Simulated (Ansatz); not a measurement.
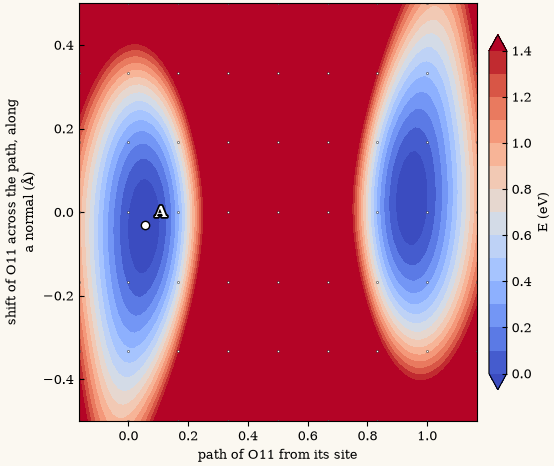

SnO₂ (R-3m phase) with one O vacancy (11 atoms in the cell, cell charge +2). 
- An atom moved over a plane that holds its own site and a neighbouring vacancy (x along [1 1 0], y along [−1 1 0], z along [0 0 1] of the conventional cell).
- Coordinates scanned: (1) path of O11 from its site (0) to the vacancy (1), 2.724 Å; (2) shift of O11 across the path, along a normal.
- Nothing is relaxed (all other atoms held at the sites of the perfect crystal).
- The grid has 9 × 7 points; 32 points were computed and 31 follow by symmetry.
- Points are written as (first, second).
- Energies are in eV per cell, from the lowest grid point.
- The cell is charged on a uniform background, without a charge correction.
- These are results of DFT PBE+D3(BJ), scalar-relativistic, plane waves, PAW in Ansatz, not measurements. Settings: cutoff 420 eV, k-mesh 6×6×6, gaussian smearing 0.05 eV, no spin polarisation.

Drawn: filled contours, dots at the grid points, one colour for all values above the top of the scale, the well A. Between grid points the surface is interpolated.

Q: Where is the minimum, and how stiff is the well along each coordinate? Take the well at A.

A: The interpolated minimum is at the first coordinate ≈ 0.057, the second coordinate ≈ −0.032 Å. The curvatures there are about 66 eV and 13 eV/Å², with a cross term of about −2 eV/Å (per cell of 11 atoms). Round the minimum the two coordinates are weakly coupled (coupling −0.07 in units of the two stiffnesses).
